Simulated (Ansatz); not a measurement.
Si32C (charge +1): geometry relaxation (part 1 of 3)

The run: geometry relaxation of Si32C (defect cell, 33 atoms in the cell, total charge +1). Method and program: DFT PBEsol, scalar-relativistic, plane waves, PAW, spin-polarised (Ansatz 0.2.0).

The structure derives from a Materials Project entry. It belongs to a series of runs on one base structure; here: C interstitial, charge +1, atoms relaxed at the host's cell.

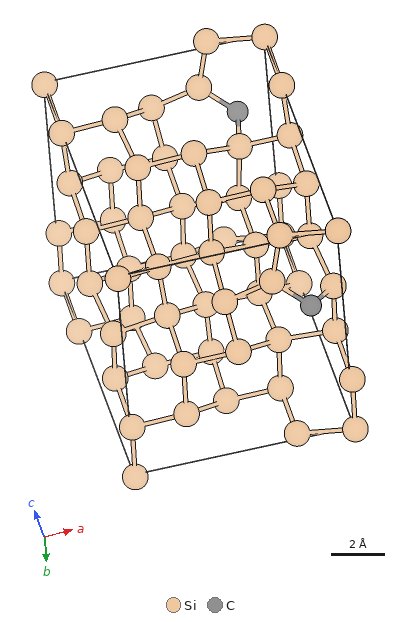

Fig. 1: The starting structure (ball-and-stick view of the cell of the calculation, seen at an oblique angle). An atom can appear more than once, as a periodic image. Near neighbours in the periodic cell (some may lie outside the picture): Si has 4 Si at 2.27 to 2.45 Å; Si has 1 C at 1.83 to 1.85 Å and 3 Si at 2.30 to 2.45 Å; Si has 1 C at 1.77 Å and 2 Si at 2.27 Å; C has 3 Si at 1.77 to 1.85 Å.

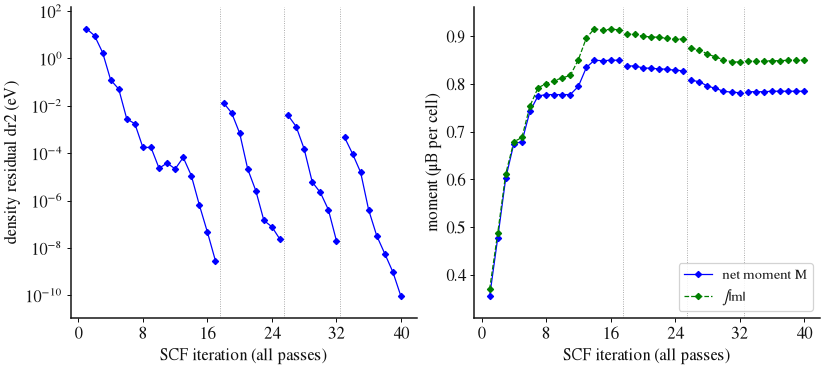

Fig. 2: Convergence of the self-consistent field: density residual dr2 and magnetic moment against the SCF iteration. The dotted lines part the SCF passes of the relaxation: geometry steps, rejected trials and re-solves on a re-selected basis. The passes take 17, 8, 7 and 8 iterations. The net moment goes from 0.4 to 0.8 μB per cell.

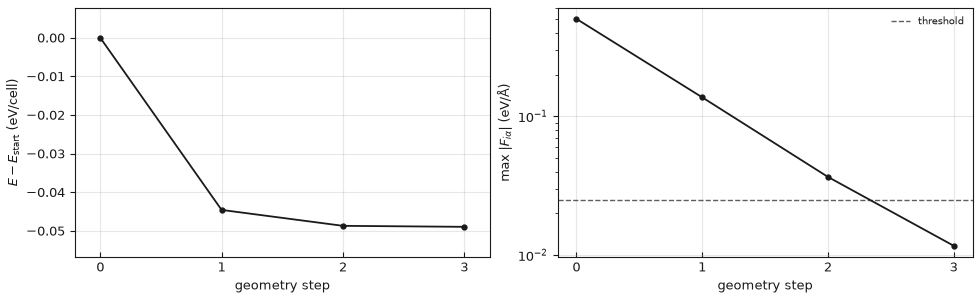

Fig. 3: Progress of the relaxation, step by step (the first geometry is step 0 here and step 1 in the log).

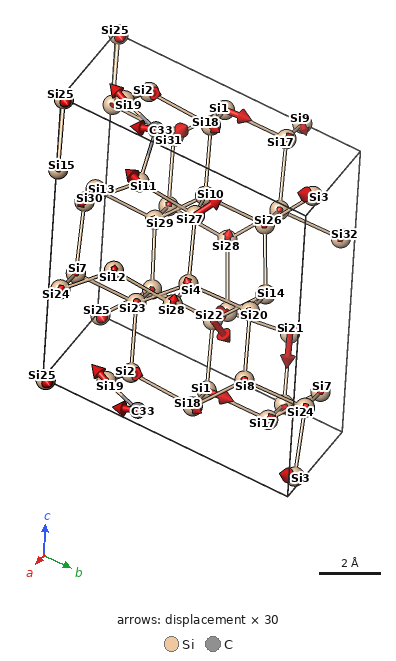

Fig. 4: The starting structure with the displacements as red arrows, magnified 30 times (ball-and-stick view of the cell of the calculation, seen slightly off an axis). The energy falls by 49.0 meV per cell of the calculation in 3 geometry steps. The largest force component goes from 0.51 to 0.012 eV/Å. Si21 moves most: 0.041 Å. Largest moves by element: Si 0.041 Å, C 0.033 Å. The cell doesn't change. Distances before and after: Si9–Si27 2.385 → 2.348 Å, Si6–Si22 2.316 → 2.349 Å, Si11–Si27 2.302 → 2.331 Å, Si5–Si21 2.308 → 2.331 Å. (Atoms are counted from 1 in the order of the input.)

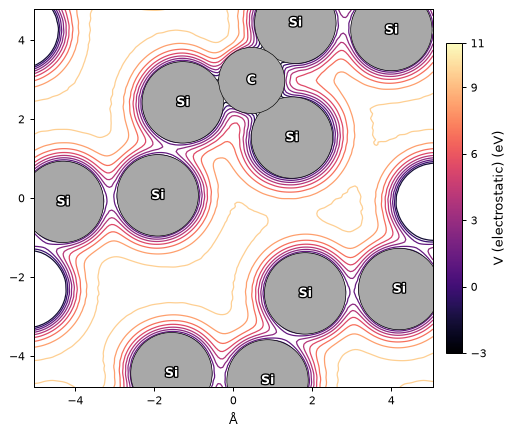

Fig. 5: Electrostatic potential energy of an electron on the (11̄0) plane of the calculation cell. Grey discs, where drawn, cover atomic cores. Atoms in the plane: Si and C. Outside the cores the potential energy rises away from the atoms and is highest about 1.7 Å from the nearest atoms; outside the discs it spans about 13 eV, and its zero is arbitrary. Core electrons are frozen (PAW), so the fields are smoothed inside the atomic spheres.

These pictures come from the run below.

### Input file
```yaml
crystal:
  lattice:
    - [5.4338341026, 5.4338341026, -5.4338341026]
    - [-5.4338341026, -5.4338341026, -5.4338341026]
    - [-5.4338341026, 5.4338341026, 5.4338341026]
  atoms:
    - { symbol: Si, position: [0.263596732, 0.5049383974, -0.0010297657], spin: 0.091 }
    - { symbol: Si, position: [0.4724938208, 0.2420581851, 0.0003533017] }
    - { symbol: Si, position: [0.7432373379, -0.0283385148, 0.0002786904] }
    - { symbol: Si, position: [0.7558036224, 0.5040390837, 0.4912614968] }
    - { symbol: Si, position: [0.0202794916, 0.5186345016, 0.2295746502], spin: 0.091 }
    - { symbol: Si, position: [0.2525733824, 0.260369891, 0.2542154448] }
    - { symbol: Si, position: [0.5060826799, 0.0049055812, 0.2618642341] }
    - { symbol: Si, position: [0.7615393081, 0.7514735062, 0.254160836] }
    - { symbol: Si, position: [0.0109419204, 0.764691652, 0.0015509383], spin: 0.091 }
    - { symbol: Si, position: [0.507645879, 0.4976205586, 0.7463187421] }
    - { symbol: Si, position: [0.7926974439, 0.2913999814, 0.7732320674], spin: 0.091 }
    - { symbol: Si, position: [0.0050994973, 0.2546680707, 0.4912947472] }
    - { symbol: Si, position: [0.2648373171, 0.0131831187, 0.5091577732] }
    - { symbol: Si, position: [0.514187985, 0.7636283144, 0.5090977226] }
    - { symbol: Si, position: [-0.0012663228, 0.0064279384, 0.746264819] }
    - { symbol: Si, position: [0.2444993978, 0.7433156231, 0.7384060531] }
    - { symbol: Si, position: [0.2577489951, 0.7550714014, -0.000565053], spin: 0.091 }
    - { symbol: Si, position: [0.5137108632, 0.5036939057, 0.0002276948] }
    - { symbol: Si, position: [0.6912358268, 0.1907474789, -0.0007404935], spin: 0.091 }
    - { symbol: Si, position: [0.7555288724, 0.7543343401, 0.5002196036] }
    - { symbol: Si, position: [0.0189362387, 0.7714875821, 0.2585588679], spin: 0.091 }
    - { symbol: Si, position: [0.2746890506, 0.5136035134, 0.2560174523], spin: 0.091 }
    - { symbol: Si, position: [0.4976730699, 0.250516311, 0.2580064355] }
    - { symbol: Si, position: [0.7516772542, -0.0034349319, 0.2578696399] }
    - { symbol: Si, position: [0.0048373903, 0.0125667094, 0.0002092915] }
    - { symbol: Si, position: [0.4941682097, 0.7390345564, 0.7425380257] }
    - { symbol: Si, position: [0.7614160868, 0.5135235635, 0.742418438], spin: 0.091 }
    - { symbol: Si, position: [-0.003988462, 0.4948828975, 0.4704636879] }
    - { symbol: Si, position: [0.2554437067, 0.2545005842, 0.5003161941] }
    - { symbol: Si, position: [0.5257521116, 0.0246081072, 0.5298940033] }
    - { symbol: Si, position: [0.0146416514, 0.2596475324, 0.7434657305], spin: 0.091 }
    - { symbol: Si, position: [0.2401305187, -0.0070690906, 0.7424761215] }
    - { symbol: C, position: [-0.1443220474, 0.3553795072, 0.0022912304], spin: 0.091 }
  host:
    lattice:
      - [0.0, 2.7169170513, 2.7169170513]
      - [2.7169170513, 0.0, 2.7169170513]
      - [2.7169170513, 2.7169170513, 0.0]
    atoms:
      - { symbol: Si, position: [0.25, 0.25, 0.25] }
      - { symbol: Si, position: [0.0, 0.0, 0.0] }
total_charge: 1
basis:
  ecutwfc: 420
  xc_grid: 2
kpoints:
  mp_grid: { grid: [3, 3, 3], shift: [0.0, 0.0, 0.0] }
hamiltonian:
  xc: pbesol
scf:
  occupations: { method: gaussian, width: 0.02 }
output:
  forces: true
  stress: false
  eigenvalues: true
  populations: true
  charged_corrections:
    defect_position: [0.0, 0.5, 0.0]
    epsilon: [[13.2922, 0.0, 0.0], [0.0, 13.2922, 0.0], [0.0, 0.0, 13.2922]]
  write_density: true
  write_potential: true
  elf: true
  volumetric_format: npy
magnetization:
  spin_polarized: true
relax:
  adjacent_minimum: "off"
  f_tol: 0.025
  max_steps: 45
```

Launched with:
```bash
ansatz run input.yaml --threads 4 --pin off --max-ram 10240MiB --backend cpu --events-out ev --progress --plain --runs-dir out
```

### Output
```
Engine: ansatz 0.2.0, x86_64-unknown-linux-gnu
Pseudopotentials: kind: paw
Pseudopotential: Si, paw, valence charge 4, recommended cutoff 420 eV (normal), Si.paw.azcp
Pseudopotential: C, paw, valence charge 4, recommended cutoff 420 eV (normal), C.paw.azcp
Functional definition: PBEsol
  exchange = pbesol_x
  correlation = pbesol_c
Crystal: 33 atoms, lattice volume = 641.770 Å³
Basis set: ecut = 420 eV, 12527 PW (Γ), exchange–correlation on 128×128×128 points (8 copies of the dense FFT grid, shifted against one another)
Bands: 100, of which v1, the nominal top of the filled ones, is band 66 counted from 1 (65 counted from 0)
Symmetry: 1 space group operations
Space group: P1 (ITA 1), of the structure as read, at distance tolerance 8.6e-5 Å
Magnetic group: BNS 1.1 (UNI 1), of the structure as read, at distance tolerance 8.6e-5 Å
k-points: 14 of 27 (time reversal used)
Non-local potential: Si, projectors of the file, l = 0: 2, l = 1: 2, l = 2: 2
Non-local potential: C, projectors of the file, l = 0: 2, l = 1: 2, l = 2: 1
PAW form: soft (Blöchl's): semilocal exchange-correlation on the pseudo side does not see the compensation charge
PAW frozen core: Si, regenerated for the run's functional, and the local potential with it (the file was generated under x = pbe(κ = 0.804, μ = 0.2195149727645171), c = pbe(β = 0.06672455060314922))
PAW frozen core: C, regenerated for the run's functional, and the local potential with it (the file was generated under x = pbe(κ = 0.804, μ = 0.2195149727645171), c = pbe(β = 0.06672455060314922))
PAW one-centre angular grid: Si, 110 points (default); XC on 64 Gauss nodes
PAW one-centre angular grid: C, 110 points (default); XC on 64 Gauss nodes
Initial density: superposition of atomic densities (chi_scale 0.1, normalization cell, long waves kept (reshape's long-wave potential 0.16 eV rms))
Starting moments: Σ|m| = 1.001 μB on 11 of 33 sites
Initial wavefunctions: pseudopotential atomic-orbital guess
Functional: x = pbesol(κ = 0.804, μ = 0.12345679012345678), c = pbesol(β = 0.046)
SCF iter   1: F=—  HF=-20142.292183 eV  |F-HF|=—  |Δ(HF+E_count)|=         —  Δρ=2.56e-2 (↑2.56e-2 ↓2.55e-2)  dr2=1.80e1  dr2_m=8.77e-3  M=0.355 μB ∫|m|=0.370 μB  β_m=0.30  ethr=3.10e-3  ⟨swp⟩=6.6  Hψ=13586  notcnv=0  defer=256
preconditioner: auto → Kerker (q_TF=auto, 2.094 Å⁻¹)  [metal: Δε(μ)=0.006 eV  Ē_g=8.142 eV  σ=0.020 eV  W_gap=0.16  n_scr=86 (ndim 8)  ℏωp=16.8 eV  f_vac=0.000  D(μ)=13.85/eV (n_scr^D=78)]
spin=Collinear: Kerker preconditioning applied to the charge; magnetization (m = ρ↑ − ρ↓) channel mixes plain (no charge-response kernel on spin).
SCF iter   2: F=—  HF=-20139.966744 eV  |F-HF|=—  |Δ(HF+E_count)|=    2.33e0  Δρ=1.85e-2 (↑1.85e-2 ↓1.84e-2)  dr2=9.22e0  dr2_m=1.02e-2  M=0.477 μB ∫|m|=0.487 μB  β_m=0.30  ethr=3.10e-3  ⟨swp⟩=2.1  Hψ=5135  notcnv=0  defer=389
SCF iter   3: F=—  HF=-20137.710913 eV  |F-HF|=—  |Δ(HF+E_count)|=    2.26e0  Δρ=7.51e-3 (↑6.69e-3 ↓7.51e-3)  dr2=1.78e0  dr2_m=1.37e-2  M=0.603 μB ∫|m|=0.612 μB  β_m=0.30  ethr=3.10e-3  ⟨swp⟩=2.8  Hψ=4112  notcnv=0  defer=389
SCF iter   4: F=—  HF=-20137.307404 eV  |F-HF|=—  |Δ(HF+E_count)|=   4.04e-1  Δρ=2.37e-3 (↑2.37e-3 ↓2.35e-3)  dr2=1.24e-1  dr2_m=8.09e-3  M=0.675 μB ∫|m|=0.679 μB  β_m=0.30  ethr=1.36e-3  ⟨swp⟩=3.0  Hψ=3837  notcnv=0  defer=674
SCF iter   5: F=—  HF=-20137.320303 eV  |F-HF|=—  |Δ(HF+E_count)|=   1.29e-2  Δρ=2.01e-3 (↑2.01e-3 ↓1.52e-3)  dr2=5.12e-2  dr2_m=5.41e-3  M=0.679 μB ∫|m|=0.688 μB  β_m=0.30  ethr=9.45e-5  ⟨swp⟩=2.2  Hψ=4464  notcnv=0  defer=766
SCF iter   6: F=—  HF=-20137.342181 eV  |F-HF|=—  |Δ(HF+E_count)|=   2.19e-2  Δρ=1.06e-3 (↑9.92e-4 ↓1.06e-3)  dr2=2.79e-3  dr2_m=5.51e-3  M=0.743 μB ∫|m|=0.754 μB  β_m=0.30  ethr=3.91e-5  ⟨swp⟩=2.3  Hψ=3944  notcnv=0  defer=770
SCF iter   7: F=—  HF=-20137.345888 eV  |F-HF|=—  |Δ(HF+E_count)|=   3.71e-3  Δρ=1.04e-3 (↑8.13e-4 ↓1.04e-3)  dr2=1.76e-3  dr2_m=4.79e-3  M=0.775 μB ∫|m|=0.792 μB  β_m=0.30  ethr=2.13e-6  ⟨swp⟩=2.0  Hψ=4282  notcnv=0  defer=770
SCF iter   8: F=—  HF=-20137.348691 eV  |F-HF|=—  |Δ(HF+E_count)|=   2.80e-3  Δρ=8.22e-4 (↑8.22e-4 ↓7.15e-4)  dr2=1.74e-4  dr2_m=3.46e-3  M=0.778 μB ∫|m|=0.801 μB  β_m=0.30  ethr=1.34e-6  ⟨swp⟩=2.0  Hψ=3864  notcnv=0  defer=770
SCF iter   9: F=—  HF=-20137.350693 eV  |F-HF|=—  |Δ(HF+E_count)|=   2.00e-3  Δρ=6.61e-4 (↑6.16e-4 ↓6.61e-4)  dr2=1.76e-4  dr2_m=2.39e-3  M=0.778 μB ∫|m|=0.807 μB  β_m=0.30  ethr=1.33e-7  ⟨swp⟩=2.6  Hψ=4238  notcnv=0  defer=770
SCF iter  10: F=—  HF=-20137.352071 eV  |F-HF|=—  |Δ(HF+E_count)|=   1.38e-3  Δρ=5.33e-4 (↑5.14e-4 ↓5.33e-4)  dr2=2.32e-5  dr2_m=1.61e-3  M=0.778 μB ∫|m|=0.813 μB  β_m=0.30  ethr=1.33e-7  ⟨swp⟩=2.5  Hψ=3879  notcnv=0  defer=770
Mixer restart at iter 10: flushing history
spin-set hold released at iteration 10 (site moments contracting): the magnetisation degrees of freedom join the quasi-Newton model from the next iteration; the mixer history was flushed
SCF iter  11: F=—  HF=-20137.353003 eV  |F-HF|=—  |Δ(HF+E_count)|=   9.32e-4  Δρ=4.46e-4 (↑4.17e-4 ↓4.46e-4)  dr2=3.82e-5  dr2_m=1.10e-3  M=0.778 μB ∫|m|=0.818 μB  β_m=0.47  ethr=1.77e-8  ⟨swp⟩=3.1  Hψ=5719  notcnv=0  defer=769
preconditioner: auto → Resta (q_TF=auto, 2.094 Å⁻¹)  ε∞=5.5  [insulator: Δε(μ)=0.032 eV  Ē_g=7.945 eV  σ=0.020 eV  W_gap=0.54  n_scr=86 (ndim 8)  ℏωp=16.8 eV  f_vac=0.000  D(μ)=2.89/eV (n_scr^D=12)  ε∞_Penn≈5.5]
spin=Collinear: Resta preconditioning applied to the charge; magnetization (m = ρ↑ − ρ↓) channel mixes plain (no charge-response kernel on spin).
SCF iter  12: F=—  HF=-20137.354825 eV  |F-HF|=—  |Δ(HF+E_count)|=   1.82e-3  Δρ=1.86e-4 (↑1.86e-4 ↓1.58e-4)  dr2=2.17e-5  dr2_m=1.70e-4  M=0.795 μB ∫|m|=0.851 μB  β_m=0.67  ethr=1.77e-8  ⟨swp⟩=3.6  Hψ=5799  notcnv=0  defer=769
SCF iter  13: F=—  HF=-20137.355299 eV  |F-HF|=—  |Δ(HF+E_count)|=   4.74e-4  Δρ=1.20e-4 (↑9.27e-5 ↓1.20e-4)  dr2=6.61e-5  dr2_m=6.29e-5  M=0.835 μB ∫|m|=0.897 μB  β_m=0.83  ethr=1.19e-8  ⟨swp⟩=24.1  Hψ=34934  notcnv=0
SCF iter  14: F=—  HF=-20137.355421 eV  |F-HF|=—  |Δ(HF+E_count)|=   1.22e-4  Δρ=2.55e-5 (↑2.55e-5 ↓1.62e-5)  dr2=1.14e-5  dr2_m=1.72e-6  M=0.850 μB ∫|m|=0.916 μB  β_m=0.92  ethr=1.19e-8  ⟨swp⟩=11.3  Hψ=23017  notcnv=0
SCF iter  15: F=—  HF=-20137.355423 eV  |F-HF|=—  |Δ(HF+E_count)|=   1.44e-6  Δρ=1.44e-5 (↑1.44e-5 ↓8.54e-6)  dr2=6.46e-7  dr2_m=7.27e-7  M=0.849 μB ∫|m|=0.913 μB  β_m=0.91  ethr=8.71e-9  ⟨swp⟩=12.2  Hψ=21837  notcnv=0
SCF iter  16: F=—  HF=-20137.355424 eV  |F-HF|=—  |Δ(HF+E_count)|=   1.26e-6  Δρ=4.65e-6 (↑4.35e-6 ↓4.65e-6)  dr2=4.61e-8  dr2_m=1.14e-7  M=0.850 μB ∫|m|=0.915 μB  β_m=0.95  ethr=4.93e-10  ⟨swp⟩=11.1  Hψ=19146  notcnv=0
SCF iter  17: F=-20137.355424 eV  HF=-20137.355424 eV  |F-HF|=2.08e-9  |Δ(HF+E_count)|=   1.97e-7  Δρ=6.35e-7 (↑4.96e-7 ↓6.35e-7)  dr2=2.82e-9  dr2_m=1.52e-9  M=0.850 μB ∫|m|=0.914 μB  ethr=3.52e-11  ⟨swp⟩=8.8  Hψ=15819  notcnv=0
SCF 1 converged in 17 iterations: F = -20137.355424 eV  dr2 = 2.82e-9
  greatest PAW one-centre occupation: 0.674 electrons in one spin orbital (limit 2), on the Si atom at site 18 (counted from 0), in its partial waves of l = 0
relax step   1: F+E_penalty+E_count = -20137.35542399 eV  Δ(F+E_penalty+E_count) = +0.000e0 eV  max|allowed force component| = 5.050e-1 eV/Å  Δτ_max = 0.0000 Å  (17 SCF iters, dr2 threshold 1.56e-5 eV, accepted)
Initial density: handed on by an earlier stage of this run
Starting moments: Σ|m| = 1.001 μB on 11 of 33 sites; this step starts from the density that it was given
Initial wavefunctions: those handed on with the density
iter 1 solved again at ethr=8.81e-6 eV; its pass at ethr=3.10e-3 eV (dr2=1.15e-2 eV) is discarded
```
